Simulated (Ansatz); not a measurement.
Geometry relaxation, with input and output: PbO2

- system: PbO2 (6 atoms in the cell)
- method: DFT LDA, scalar-relativistic, plane waves, PAW, no spin polarisation (Ansatz 0.2.0)

The structure was made by swapping elements on the sites of another compound; it need not be a known phase. It belongs to a series of runs on one base structure; here: Sn -> Pb on all its sites, cell and atoms relaxed. Figures and captions count atoms from 1; the log counts them from 0 in places.

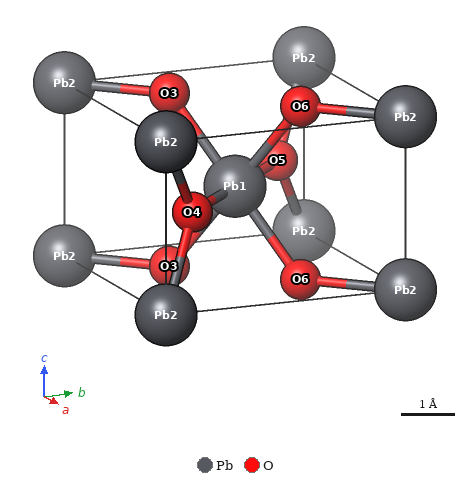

**Figure 1.** The input geometry (ball-and-stick view of the cell of the calculation, seen slightly off an axis; atoms are numbered from 1 in the order of the input). An atom can appear more than once, as a periodic image. Near neighbours in the periodic cell (some may lie outside the picture): Pb has 6 O at 2.15 to 2.16 Å; O has 3 Pb at 2.15 to 2.16 Å.

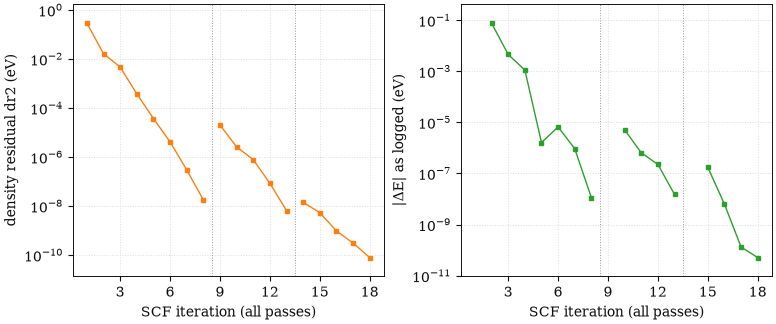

**Figure 2.** Convergence of the self-consistent field: density residual dr2 and size of the energy change against the SCF iteration. The dotted lines part the SCF passes of the relaxation: geometry steps, rejected trials and re-solves on a re-selected basis. The passes take 8, 5 and 5 iterations.

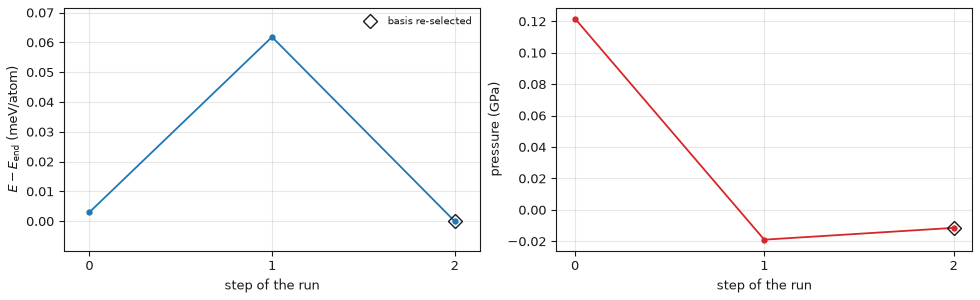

**Figure 3.** Progress of the relaxation, step by step (the first geometry is step 0 here and step 1 in the log). The atoms keep their places relative to the cell (all moves are under 0.005 Å). Cell: a 4.935 → 4.937 Å (0.0 %), b 4.937 → 4.938 Å (0.0 %), c 3.389 → 3.390 Å (0.0 %). Volume +0.1 %. The space group stays P4_2/mnm (No. 136). After 1 geometry step the energy has risen by 0.1 meV per atom. Largest force component: 0.0054 eV/Å at the start, 0.0016 eV/Å at the end. The pressure goes from 0.12 to −0.01 GPa. A last SCF at the same geometry on a re-selected plane-wave basis shifts the energy by −0.1 meV per atom. (Atoms are counted from 1 in the order of the input.)

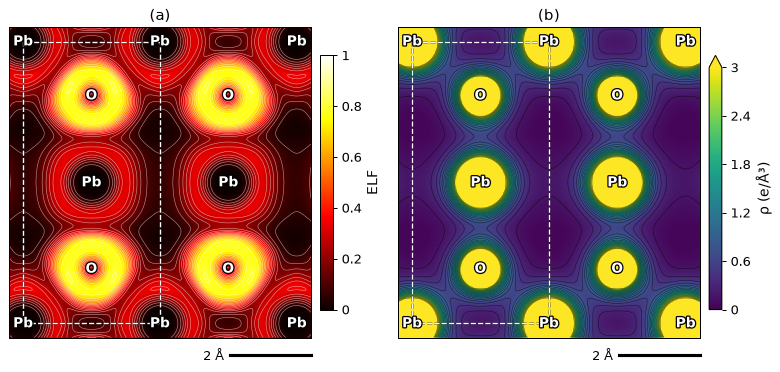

**Figure 4.** (a) ELF; (b) valence charge density (pseudo) on the (11̄0) plane of the conventional cell. Pb–O (2.16 Å): ρ at the midpoint is about 0.64 e/Å³; the ELF peaks at about 0.80 in the valence shell of O, 0.6 Å from its nucleus, and drops to about 0.25 between the two atoms (a polar contact without a shared pair, in a metal). Away from the nuclei the density in this plane falls to 0.04 e/Å³ at its lowest. In a PAW calculation such maps are meaningful between the atoms, not at the nuclei.

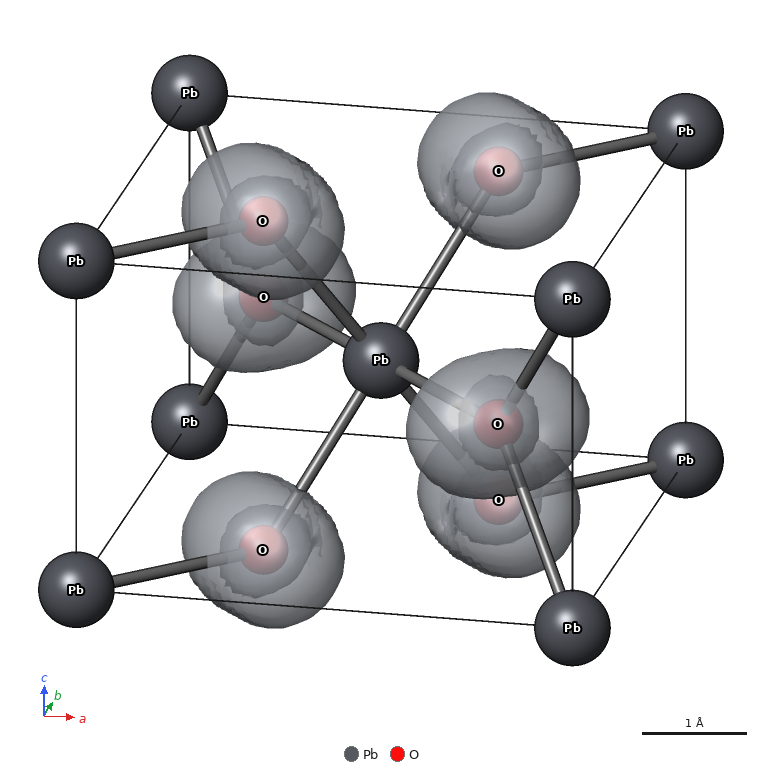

**Figure 5.** Isosurface of the electron localisation function at 0.75 (grey), seen at an oblique angle. Core shells and regions of very low density are left out. Sticks mark near contacts. The outline is the cell set on symmetry axes. Along the contacts the grid gives the following. Pb–O (2.15 Å): the ELF peaks at about 0.80 in the valence shell of O, 0.6 Å from its nucleus, and drops to about 0.25 between the two atoms; a polar contact without a shared pair, in a metal.

The input that produced these results follows, with the program's output.

### The input
```yaml
crystal:
  lattice:
    - [4.934569816, 0.0, 0.0]
    - [0.0, 4.9366452727, 0.0]
    - [0.0, 0.0, 3.3893869458]
  atoms:
    - { symbol: Pb, position: [0.5, 0.5, 0.5] }
    - { symbol: Pb, position: [0.0, 0.0, 0.0] }
    - { symbol: O, position: [0.3069575354, 0.3078986892, 0.0] }
    - { symbol: O, position: [0.8069575354, 0.1921013108, 0.5] }
    - { symbol: O, position: [0.1930424646, 0.8078986892, 0.5] }
    - { symbol: O, position: [0.6930424646, 0.6921013108, 0.0] }
basis:
  ecutwfc: 420
kpoints:
  mp_grid: { grid: [8, 8, 10] }
hamiltonian:
  xc: lda
scf:
  occupations: { method: gaussian, width: 0.1 }
output:
  forces: true
  stress: true
  eigenvalues: true
  write_density: true
  write_potential: true
  elf: true
  volumetric_format: npy
relax:
  adjacent_minimum: "off"
  f_tol: 0.01
  max_steps: 60
  cell: { stress_tol: 0.1 }
```

Launched with:
```bash
ansatz run input.yaml --threads 2 --pin off --max-ram 5120MiB --backend cpu --events-out ev --progress --plain --runs-dir out
```

### What the program printed
```
Engine: ansatz 0.2.0, x86_64-unknown-linux-gnu
Pseudopotentials: kind: paw
Pseudopotential: Pb, paw, valence charge 14, recommended cutoff 420 eV (normal), Pb.paw.azcp
Pseudopotential: O, paw, valence charge 6, recommended cutoff 420 eV (normal), O.paw.azcp
Functional definition: SPW92
  exchange = slater_x
  correlation = pw_c
Crystal: 6 atoms, lattice volume = 82.566 Å³
Basis set: ecut = 420 eV, 1611 PW (Γ)
Bands: 32, of which v1, the nominal top of the filled ones, is band 26 counted from 1 (25 counted from 0)
Symmetry: 8 space group operations
Space group: Pnnm (ITA 58), of the structure as read, at distance tolerance 4.4e-5 Å
k-points: 150 of 640
Non-local potential: Pb, projectors of the file, l = 0: 2, l = 1: 2, l = 2: 2, l = 3: 2
Non-local potential: O, projectors of the file, l = 0: 2, l = 1: 2, l = 2: 1
PAW form: soft (Blöchl's): semilocal exchange-correlation on the pseudo side does not see the compensation charge
PAW frozen core: Pb, regenerated for the run's functional, and the local potential with it (the file was generated under x = pbe(κ = 0.804, μ = 0.2195149727645171), c = pbe(β = 0.06672455060314922))
PAW frozen core: O, regenerated for the run's functional, and the local potential with it (the file was generated under x = pbe(κ = 0.804, μ = 0.2195149727645171), c = pbe(β = 0.06672455060314922))
PAW one-centre angular grid: Pb, 590 points (default); XC on 64 Gauss nodes
PAW one-centre angular grid: O, 110 points (default); XC on 64 Gauss nodes
Initial density: superposition of atomic densities (neutral atoms: chi_scale 0, normalization atom), corrected by the library's trained network
Initial wavefunctions: pseudopotential atomic-orbital guess
Functional: x = slater, c = lda
SCF iter   1: F=—  HF=-25420.831475 eV  |F-HF|=—  |Δ(HF+E_count)|=         —  Δρ=1.95e-2  dr2=2.88e-1  ethr=1.77e-3  ⟨swp⟩=6.4  Hψ=22565  notcnv=0  defer=8
preconditioner: auto → Kerker (q_TF=auto, 2.526 Å⁻¹)  [metal: Δε(μ)=0.063 eV  Ē_g=16.206 eV  σ=0.100 eV  W_gap=0.32  n_scr=18 (ndim 8)  ℏωp=29.5 eV  f_vac=0.049  D(μ)=0.38/eV (n_scr^D=0)]
SCF iter   2: F=—  HF=-25420.755463 eV  |F-HF|=—  |Δ(HF+E_count)|=   7.60e-2  Δρ=5.19e-3  dr2=1.62e-2  ethr=5.54e-4  ⟨swp⟩=2.5  Hψ=8460  notcnv=0  defer=257
SCF iter   3: F=—  HF=-25420.750944 eV  |F-HF|=—  |Δ(HF+E_count)|=   4.52e-3  Δρ=2.51e-3  dr2=4.68e-3  ethr=3.12e-5  ⟨swp⟩=2.5  Hψ=7543  notcnv=0  defer=257
SCF iter   4: F=—  HF=-25420.749833 eV  |F-HF|=—  |Δ(HF+E_count)|=   1.11e-3  Δρ=6.41e-4  dr2=3.74e-4  ethr=8.99e-6  ⟨swp⟩=2.4  Hψ=8405  notcnv=0  defer=257
SCF iter   5: F=—  HF=-25420.749834 eV  |F-HF|=—  |Δ(HF+E_count)|=   1.62e-6  Δρ=1.68e-4  dr2=3.67e-5  ethr=7.19e-7  ⟨swp⟩=1.8  Hψ=5995  notcnv=0  defer=257
SCF iter   6: F=—  HF=-25420.749828 eV  |F-HF|=—  |Δ(HF+E_count)|=   6.61e-6  Δρ=5.99e-5  dr2=4.13e-6  ethr=7.05e-8  ⟨swp⟩=2.0  Hψ=6511  notcnv=0  defer=257
SCF iter   7: F=—  HF=-25420.749827 eV  |F-HF|=—  |Δ(HF+E_count)|=   9.23e-7  Δρ=1.96e-5  dr2=2.96e-7  ethr=7.94e-9  ⟨swp⟩=2.4  Hψ=8880  notcnv=0  defer=257
SCF iter   8: F=-25420.749827 eV  HF=-25420.749827 eV  |F-HF|=9.24e-10  |Δ(HF+E_count)|=   1.12e-8  Δρ=5.21e-6  dr2=1.77e-8  ethr=1.92e-10  ⟨swp⟩=17.3  Hψ=42027  notcnv=0
SCF 1 converged in 8 iterations: F = -25420.749827 eV  dr2 = 1.77e-8
  greatest PAW one-centre occupation: 0.989 electrons in one spin orbital (limit 2), on the Pb atom at site 1 (counted from 0), in its partial waves of l = 2
relax step   1: F+E_penalty+E_count = -25420.74982693 eV  Δ(F+E_penalty+E_count) = +0.000e0 eV  max|allowed force component| = 5.403e-3 eV/Å  Δτ_max = 0.0000 Å  P = +0.122 GPa  Ω = 82.566 Å³  (8 SCF iters, dr2 threshold 1.00e-7 eV, accepted)
Crystal: 6 atoms, lattice volume = 82.638 Å³
Basis set: ecut = 420 eV, 1615 PW (Γ)
Initial density: handed on by an earlier stage of this run
Initial wavefunctions: those handed on with the density
iter 1 solved again at ethr=4.22e-8 eV; its pass at ethr=3.10e-3 eV (dr2=2.19e-5 eV) is discarded
SCF iter   1: F=—  HF=-25420.749480 eV  |F-HF|=—  |Δ(HF+E_count)|=         —  Δρ=1.82e-4  dr2=2.01e-5  ethr=4.22e-8  ⟨swp⟩=2.9  Hψ=26046  notcnv=0
preconditioner: auto → Kerker (q_TF=auto, 2.526 Å⁻¹)  [metal: Δε(μ)=0.021 eV  Ē_g=16.245 eV  σ=0.100 eV  W_gap=0.12  n_scr=18 (ndim 8)  ℏωp=29.5 eV  f_vac=0.037  D(μ)=0.36/eV (n_scr^D=0)]
SCF iter   2: F=—  HF=-25420.749475 eV  |F-HF|=—  |Δ(HF+E_count)|=   5.07e-6  Δρ=6.97e-5  dr2=2.57e-6  ethr=3.87e-8  ⟨swp⟩=2.0  Hψ=6296  notcnv=0
SCF iter   3: F=—  HF=-25420.749474 eV  |F-HF|=—  |Δ(HF+E_count)|=   6.41e-7  Δρ=2.99e-5  dr2=7.77e-7  ethr=4.95e-9  ⟨swp⟩=2.2  Hψ=7005  notcnv=0
SCF iter   4: F=—  HF=-25420.749474 eV  |F-HF|=—  |Δ(HF+E_count)|=   2.24e-7  Δρ=8.45e-6  dr2=8.36e-8  ethr=1.49e-9  ⟨swp⟩=2.6  Hψ=8896  notcnv=0
SCF iter   5: F=-25420.749474 eV  HF=-25420.749474 eV  |F-HF|=1.91e-9  |Δ(HF+E_count)|=   1.50e-8  Δρ=2.34e-6  dr2=6.47e-9  ethr=1.05e-10  ⟨swp⟩=11.7  Hψ=36651  notcnv=0
SCF 2 converged in 5 iterations: F = -25420.749474 eV  dr2 = 6.47e-9
  greatest PAW one-centre occupation: 0.989 electrons in one spin orbital (limit 2), on the Pb atom at site 0 (counted from 0), in its partial waves of l = 2
relax step   2: F+E_penalty+E_count = -25420.74947371 eV  Δ(F+E_penalty+E_count) = +3.532e-4 eV  max|allowed force component| = 1.569e-3 eV/Å  Δτ_max = 0.0005 Å  P = -0.019 GPa  Ω = 82.638 Å³  energy of the carried Pulay correction = -3.783e-4 eV  (5 SCF iters, dr2 threshold 5.44e-8 eV, accepted)
Initial wavefunctions: pseudopotential atomic-orbital guess (no wavefunctions were taken with the density)
iter 1 solved again at ethr=6.69e-8 eV; its pass at ethr=3.10e-3 eV (dr2=3.48e-5 eV) is discarded
SCF iter   1: F=—  HF=-25420.749845 eV  |F-HF|=—  |Δ(HF+E_count)|=         —  Δρ=1.02e-5  dr2=1.40e-8  ethr=6.69e-8  ⟨swp⟩=4.2  Hψ=37306  notcnv=0
SCF iter   2: F=—  HF=-25420.749845 eV  |F-HF|=—  |Δ(HF+E_count)|=   1.72e-7  Δρ=5.40e-6  dr2=5.31e-9  ethr=2.68e-11  ⟨swp⟩=3.9  Hψ=12441  notcnv=0
SCF iter   3: F=—  HF=-25420.749845 eV  |F-HF|=—  |Δ(HF+E_count)|=   6.21e-9  Δρ=7.80e-7  dr2=9.54e-10  ethr=1.02e-11  ⟨swp⟩=2.0  Hψ=7647  notcnv=0
SCF iter   4: F=—  HF=-25420.749845 eV  |F-HF|=—  |Δ(HF+E_count)|=  1.31e-10  Δρ=6.25e-7  dr2=3.06e-10  ethr=1.83e-12  ⟨swp⟩=2.9  Hψ=8631  notcnv=0
SCF iter   5: F=-25420.749845 eV  HF=-25420.749845 eV  |F-HF|=4.00e-11  |Δ(HF+E_count)|=  5.09e-11  Δρ=2.92e-7  dr2=7.82e-11  ethr=1.00e-12  ⟨swp⟩=10.2  Hψ=30612  notcnv=0
SCF 3 converged in 5 iterations: F = -25420.749845 eV  dr2 = 7.82e-11
relax step   3: F+E_penalty+E_count = -25420.74984525 eV  Δ(F+E_penalty+E_count) = -3.715e-4 eV  max|allowed force component| = 1.584e-3 eV/Å  Δτ_max = 0.0000 Å  P = -0.011 GPa  Ω = 82.638 Å³  stress off target by 2.00e-2 GPa  SCF on the basis re-selected at this cell (its energy is not comparable with the rows above)  (5 SCF iters)
basis re-selected at this cell: Δ(F+E_penalty+E_count) = -3.715e-4 eV, ΔP = +0.008 GPa vs the last step (what re-selecting the basis moved, of the pressure what is left beyond the Pulay correction that the steps carried, after the strain that the cell walked since its last selection, with what the two solves' SCF thresholds leave and, on support functions, any second-order correction that the steps lacked; it is no measure of the basis error at this ecutwfc). This SCF's stress stands 2.00e-2 GPa from its target on what of the cell is left free (relax.cell.stress_tol is 1.00e-1 GPa) and its largest allowed force component is 1.58e-3 eV/Å (relax.f_tol is 1.00e-2 eV/Å): within both
SCF converged after 5 iterations
Free energy (F): -25420.749845 eV
Harris-Foulkes:  -25420.749845 eV  (|F-HF|=4.00e-11)
Internal energy: -25420.748066 eV  (E = F + TS)
E sigma→0 (E₀):  -25420.748956 eV
Entropy (-TS):   -0.001779 eV (-0.297 meV/atom)
Fermi energy:    7.972445 eV
--- Per-component energies (eV) ---
  E_band       = -83.393665
  E_kinetic    = 1280.425807
  E_local      = -3384.170594  (includes V_loc(G=0)·N_el)
  E_nonlocal   = 919.513197
  E_hartree    = 1294.251405
  E_xc         = -718.445718
  E_vxc        = -628.860225  (∫ρ·V_xc dr)
  E_paw        = -20818.009384  (= ΣΔE_a)
  E_vpaw       = -858.814932  (= ΣTr[D̂ρ^β])
  E_aug_tail   = 0.009868  (compensation charges beyond the density's cutoff)
  E_ewald      = -3994.554905
  E_core_change = 0.232259  (= ΣΔE_core)
  E_smearing   = -0.001779  (= −TS)
  E_closure    = 0.000000  (closes the sum)
  Σ components = -25420.749845   (vs F -25420.749845, Δ=0.00e0)
--- Forces (eV/Å), atoms counted from 1 ---
  atom   1  Pb     0.00000000     0.00000000     0.00000000
  atom   2  Pb     0.00000000    -0.00000000    -0.00000000
  atom   3  O      0.00098169     0.00158389    -0.00000000
  atom   4  O      0.00098169    -0.00158389    -0.00000000
  atom   5  O     -0.00098169     0.00158389     0.00000000
  atom   6  O     -0.00098169    -0.00158389     0.00000000
  max |Σ_I F_I| component: 1.73e-18 eV/Å
--- Stress (GPa, compression-positive) ---
       -0.018194      -0.000000       0.000000
       -0.000000      -0.020017       0.000000
        0.000000       0.000000       0.003949
  P = ⅓ Tr σ = -0.0114 GPa (-0.114 kbar)
--- Band table (eV; the first three rows and the last of 150) ---
  k-point 0: bands = ["-10.3060", "-10.1611", "-8.3430", "-8.3414", "-7.5634", "-7.3210", "-7.2903", "-7.2899", "-7.0827", "-6.9471", "-6.9093", "-6.8962", "-6.8959", "-4.6348", "-0.2636", "4.4160", "4.4990", "4.5126", "5.7605", "6.0972", "6.2000", "7.3065", "7.3068", "7.3184", "7.3383", "7.3395", "8.0199", "12.2559", "13.6945", "13.6990", "17.3914", "17.7889"]
  k-point 1: bands = ["-10.2236", "-10.1032", "-8.6092", "-8.6080", "-7.5417", "-7.2900", "-7.0752", "-7.0284", "-7.0283", "-6.9439", "-6.9103", "-6.8460", "-6.8458", "-4.7126", "-0.3321", "4.4126", "4.5805", "4.5933", "4.8697", "5.8026", "6.6318", "6.9255", "6.9275", "7.4044", "7.4047", "7.9491", "7.9837", "12.3417", "14.0743", "14.0787", "16.6939", "18.4823"]
  k-point 2: bands = ["-9.9986", "-9.9447", "-9.0330", "-9.0322", "-7.4720", "-7.2058", "-7.0541", "-6.9885", "-6.9883", "-6.9331", "-6.9139", "-6.3351", "-6.3349", "-4.9599", "-0.4623", "3.5265", "4.4275", "4.7886", "4.7984", "5.9283", "6.2267", "6.2311", "6.3774", "7.3836", "7.3855", "7.7507", "9.1907", "12.4900", "14.9876", "14.9911", "16.0748", "18.9004"]
  k-point 149: bands = ["-9.7222", "-9.7222", "-9.3755", "-9.3755", "-7.0895", "-7.0895", "-6.9460", "-6.9460", "-6.8914", "-6.8914", "-6.4657", "-6.4657", "-5.2217", "-5.2217", "-0.2073", "-0.2073", "3.8106", "3.8106", "5.9099", "5.9099", "6.0826", "6.0826", "7.2314", "7.2314", "7.3942", "7.3942", "10.8431", "10.8431", "16.1442", "16.1442", "17.7154", "17.7154"]
--- Relaxed structure (2 steps of the walk, 2 accepted, 1 SCFs on fresh bases) ---
  F+E_penalty+E_count = -25420.74984525 eV   max|allowed force component| = 1.584e-3 eV/Å   (the final SCF, on the basis selected at the relaxed cell)
  cell:  # Å, volume = 82.6383 Å³
    - [4.936638004881928, -1.3095042428744618e-33, 9.275655053694104e-34]
    - [-1.3100550141586658e-33, 4.938468040502354, 1.2426422270660246e-19]
    - [6.371129667837817e-34, 8.531695331663695e-20, 3.3896724090046746]
  atoms:
    - { symbol: Pb, position: [0.5, 0.5000000000000001, 0.5000000000000001] }
    - { symbol: Pb, position: [-3.6619273577812e-21, -7.314924298279667e-36, -4.7351973852129204e-36] }
    - { symbol: O, position: [0.30686814380882316, 0.3078525263815538, -3.732358225909954e-21] }
    - { symbol: O, position: [0.8068681438088233, 0.19214747361844636, 0.5000000000000001] }
    - { symbol: O, position: [0.1931318561911768, 0.8078525263815539, 0.5000000000000001] }
    - { symbol: O, position: [0.6931318561911768, 0.6921474736184465, 3.732358225909945e-21] }
```

### Trajectory as extended XYZ (Å, eV, eV/Å), 3 frames, from step=1 to step=3
```
6
Lattice="4.9346 0.0000 0.0000 0.0000 4.9366 0.0000 0.0000 0.0000 3.3894" Properties=species:S:1:pos:R:3:forces:R:3 step=1 energy=-25420.74983 pressure_GPa=0.12
Pb    2.4673    2.4683    1.6947    0.0000   0.0000   0.0000
Pb    0.0000    0.0000    0.0000    0.0000   0.0000   0.0000
O     1.5147    1.5200    0.0000   -0.0054  -0.0048   0.0000
O     3.9820    0.9483    1.6947   -0.0054   0.0048   0.0000
O     0.9526    3.9883    1.6947    0.0054  -0.0048   0.0000
O     3.4199    3.4167    0.0000    0.0054   0.0048   0.0000
6
Lattice="4.9366 0.0000 0.0000 0.0000 4.9385 0.0000 0.0000 0.0000 3.3897" Properties=species:S:1:pos:R:3:forces:R:3 step=2 energy=-25420.74947 pressure_GPa=-0.02
Pb    2.4683    2.4692    1.6948    0.0000   0.0000   0.0000
Pb    0.0000    0.0000    0.0000    0.0000   0.0000   0.0000
O     1.5149    1.5203    0.0000    0.0010   0.0016   0.0000
O     3.9832    0.9489    1.6948    0.0010  -0.0016   0.0000
O     0.9534    3.9896    1.6948   -0.0010   0.0016   0.0000
O     3.4217    3.4181    0.0000   -0.0010  -0.0016   0.0000
6
Lattice="4.9366 0.0000 0.0000 0.0000 4.9385 0.0000 0.0000 0.0000 3.3897" Properties=species:S:1:pos:R:3:forces:R:3 step=3 energy=-25420.74984 pressure_GPa=-0.01
Pb    2.4683    2.4692    1.6948    0.0000   0.0000   0.0000
Pb    0.0000    0.0000    0.0000    0.0000   0.0000   0.0000
O     1.5149    1.5203    0.0000    0.0010   0.0016   0.0000
O     3.9832    0.9489    1.6948    0.0010  -0.0016   0.0000
O     0.9534    3.9896    1.6948   -0.0010   0.0016   0.0000
O     3.4217    3.4181    0.0000   -0.0010  -0.0016   0.0000
```

### Key numbers

- outcome: converged
- space group (tolerance 0.01 Å): P4₂/mnm (136)
- electrons treated: 52
- free energy: −25420.7498 eV
- Fermi energy: 7.972 eV
- gap on the k-point mesh: none (metallic)
- pressure: −0.01 GPa
- final volume: 82.64 Å³
- largest force (length of the vector) at the end: 0.002 eV/Å
- final cell: a = 4.937 Å, b = 4.938 Å, c = 3.390 Å, α = 90.00°, β = 90.00°, γ = 90.00°
- hardware: 2 threads of AMD EPYC (Zen 3), 189 GiB of memory available, shared host
- wall time: 1.8 min (CPU time 2.8 min)
- peak memory: 0.6 GiB

Spin–orbit coupling is left out, which matters for Pb.
